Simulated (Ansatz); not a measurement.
System: LiH, space group Fm-3m (No. 225).

The given structure:
```
Li H
1.0
     0.00000    2.03675    2.03675
     2.03675    0.00000    2.03675
     2.03675    2.03675    0.00000
Li H
1 1
Direct
  0.00000 0.00000 0.00000
  0.50000 0.50000 0.50000
```

Method: plane-wave DFT, no spin polarisation; energies at scaled volumes of the given cell, shape and fractions fixed, counted from the fit's minimum, third-order Birch-Murnaghan fit (Ansatz 0.2.0). Level: PBE0.

- k mesh: 6×6×6
- occupations: Fermi–Dirac
- smearing width: 0.05 eV
- potentials: Ansatz PAW
- wave cutoff: 420 eV
- density cutoff: 1680 eV

What does the calculation give for the energy and pressure against volume? The volume takes the values 7.9422, 8.1112, 8.2802, 8.4492, 8.6181, 8.7871, 8.9561 Å³/atom.

A third-order Birch–Murnaghan fit gives V0 = 7.96 Å³/atom, B0 = 38.3 GPa and B′ = 3.6. The energy rises from 0.00 meV/atom at volume 7.9422 Å³/atom to 12.50 meV/atom at 8.9561 Å³/atom. The pressure falls from 0.04 GPa at volume 7.9422 Å³/atom to −3.66 GPa at 8.9561 Å³/atom.

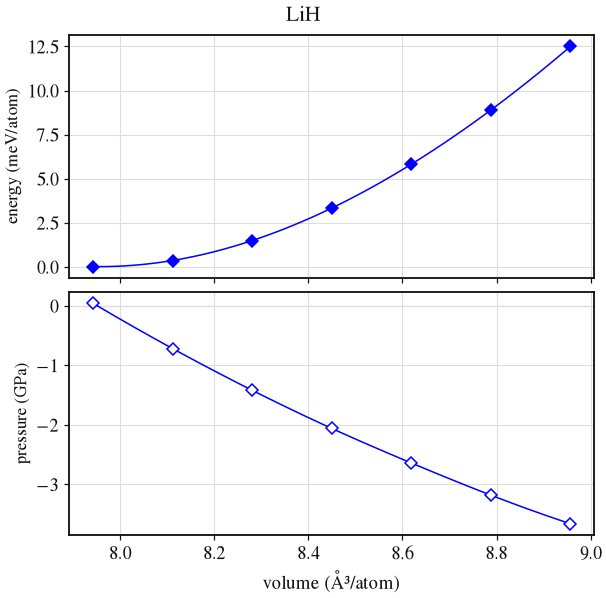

Note: coarse k mesh; the fit and the printed pressures don't fully agree, or the minimum lies near the end of the range.
